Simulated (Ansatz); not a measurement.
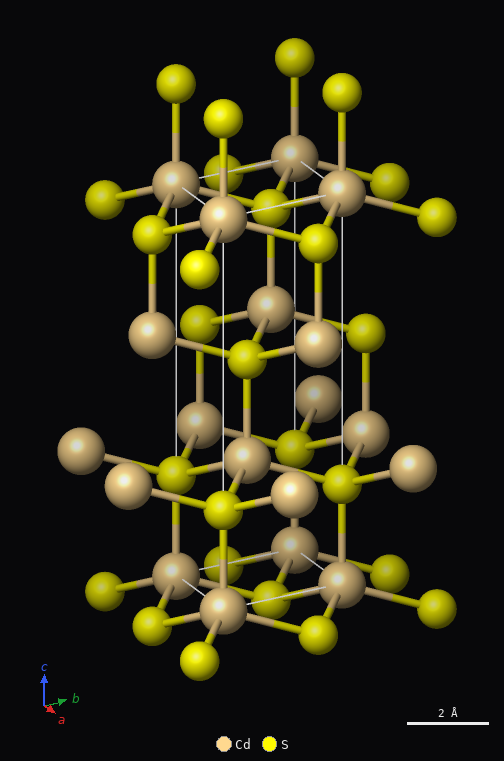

An orthographic ball-and-stick view of the structure, slightly off an axis. The parallelepiped is the conventional unit cell. Outside the box, the atoms bonded to those within are drawn.

CdS, space group R3m (No. 160), a = 4.254 Å, b = 4.254 Å, c = 9.967 Å, α = 90.00°, β = 90.00°, γ = 120.00°. The model was built from a structure type filled with these elements by a generator (whether the compound takes this form wasn't checked). The cell was then strained or its atoms displaced on purpose. It went into a calculation with Ansatz.

This one geometry was computed with Ansatz (DFT, plane waves, PAW) at three levels of theory: r2SCAN, PBE and HSE06. It was relaxed with r2SCAN and then strained.

Question: How does the band gap change with the level of theory?

Answer: PBE: a gap of 0.93 eV, direct; r2SCAN: a gap of 1.37 eV, direct; HSE06: a gap of 1.93 eV, direct.

Question: Collect the results in a table.

Answer:
| level | cutoff (eV) | k-mesh of the run's cell | gap (eV) | pressure (GPa) |
| --- | --- | --- | --- | --- |
| r2SCAN | 500 | 8×8×8 | 1.37 | -1.5 |
| PBE | 420 | 8×8×8 | 0.93 | -0.1 |
| HSE06 | 420 | 6×6×6 | 1.93 | -1.3 |

Gaps are taken on the k-mesh or band path of each run.
